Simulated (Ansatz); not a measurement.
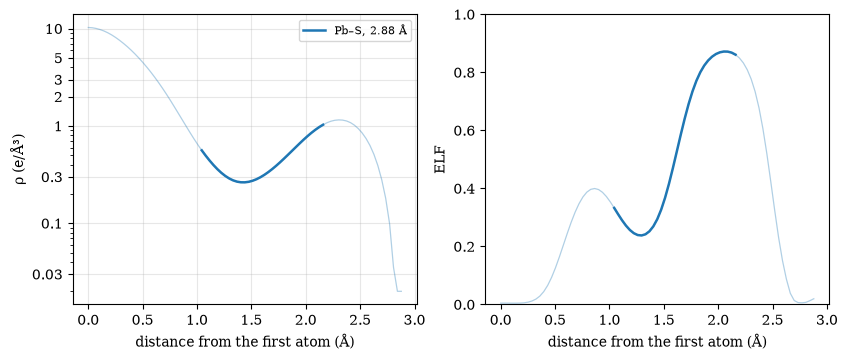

*PbS. Valence electron density and ELF along straight lines between neighbouring atoms. Thin, pale parts lie inside the atomic spheres.*

Space group F-43m; started from the zincblende prototype, which need not be the ambient phase.

These are results of Ansatz 0.2.0, DFT PBE, scalar-relativistic, plane waves, PAW, not measurements.

Core electrons are frozen (PAW), and the valence fields are smoothed inside the atomic spheres.

What can be read from the curves?

Answer. Pb–S (2.88 Å): the density is about 0.26 e/Å³ at the midpoint; the ELF peaks at about 0.85 in the valence shell of S, 0.8 Å from its nucleus, and drops to about 0.25 between the two atoms.
